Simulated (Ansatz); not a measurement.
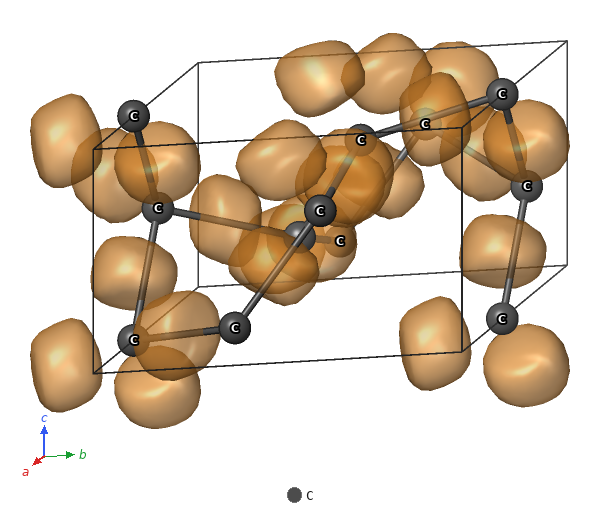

*C. Isosurface of the electron localisation function at 0.75 (orange), seen slightly off an axis. Only the valence region is drawn (cores and ρ < 0.01 e/Å³ removed). Sticks mark near contacts.*

Space group P6₅22; a structure generated by program, which may or may not match a known phase.

Level of theory: DFT PBE, scalar-relativistic, plane waves, PAW in Ansatz 0.2.0.

Core electrons are frozen (PAW), and the valence fields are smoothed inside the atomic spheres.

> Describe the localisation domains.

The surface consists of twelve regions between bonded C–C atoms (shared pairs), counted in one cell of 6 atoms. Any copies at cell faces, edges or corners count once. Profiles from the grid: C–C (1.55 Å): the ELF peaks at about 0.95 between the atoms; localised, covalent bonding. C–C (1.61 Å): the ELF peaks at about 0.95 between the atoms (a shared electron pair).

> Metal or insulator at this level of theory?

It is gapped, with a Kohn–Sham gap of 2.1 eV on the k-point mesh (the band edges may lie off the mesh, which would make the gap smaller).
